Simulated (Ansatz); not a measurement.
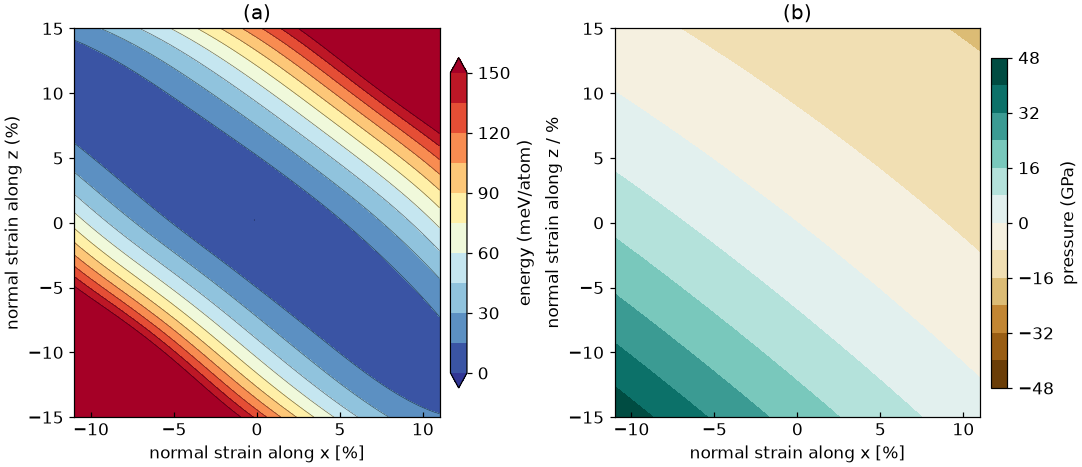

CO2 (Pa-3, No. 205; 12 atoms in the cell). 
- The energy is mapped over two homogeneous strains (x, y and z along the cube axes).
- The first coordinate is: normal strain along x; the second: normal strain along z.
- Nothing is relaxed (fractional coordinates fixed).
- The scan uses a 5 × 5 grid.
- Points are written as (first, second).
- Energies: meV/atom, counted from the lowest grid point.
- Method: DFT PBEsol, scalar-relativistic, plane waves, PAW (Ansatz). Settings: cutoff 520 eV, k-mesh 4×4×4, gaussian smearing 0.05 eV, no spin polarisation.

Panel (a) is the energy; panel (b) is the computed pressure, in GPa.

In the figure: filled contours, one colour for all values above the top of the scale. Between grid points the surface is interpolated.

### How does the pressure vary over the map, and what is it at the lowest grid point?

It runs from −17 GPa at (11.0 %, 15.0 %) to 46 GPa at (−11.0 %, −15.0 %). At the lowest grid point, (0.0 %, 0.0 %), it is 0 GPa.
